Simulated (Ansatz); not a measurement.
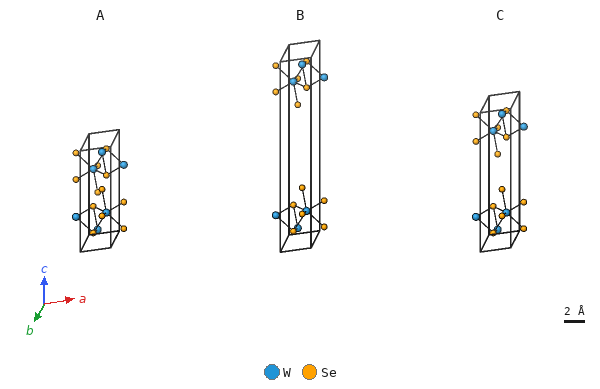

3 geometries from one relaxation of solid WSe$_{2}$ (built on the database structure type), in shuffled order. Style: ball-and-stick. Shown: the cell of the calculation, from a free direction.

Theory: Ansatz 0.2.0, DFT, PBE-D3(BJ), plane waves, PAW. (plane-wave cutoff 420 eV; k-point mesh 12 × 12 × 2; occupations fermi dirac; smearing width 0.02 eV; no spin polarisation; cell and atoms relaxed; force threshold 0.005 eV/Å)

**Order the frames from highest to lowest energy.**

B, C, A. They are steps 0, 19, 37, at +69.4 meV per atom, +54.3 meV per atom relative to the last. The largest moves relative to the cell, 2.19 Å, are those of Se atoms. Largest moves by element: Se 2.19 Å, W 1.39 Å. The drawn cell changes as follows: a = b 3.318 → 3.279 Å (−1.2 %), c 24.069 → 12.793 Å (−46.8 %); the volume changes by −48.1 %. The space group (tolerance 0.01 Å) goes from P-3m1 (No. 164) to P6_3/mmc (No. 194). Over 32 accepted moves (37 points after the start) the energy falls by 69.4 meV per atom. The largest force component goes from 0.26 to 0.0009 eV/Å. Pressure: −0.57 GPa at the start and −0.01 GPa at the end. The line search rejected the trial steps at points 1, 4, 14, 32 of the run. The SCF was repeated once at an unchanged geometry on a basis and grid sized afresh for the cell, which shifted the energy by 0.7 meV per atom at most. The run took 3.4 min on 4 threads of Arm Neoverse V2, with other jobs on the host, peak memory 0.85 GiB.
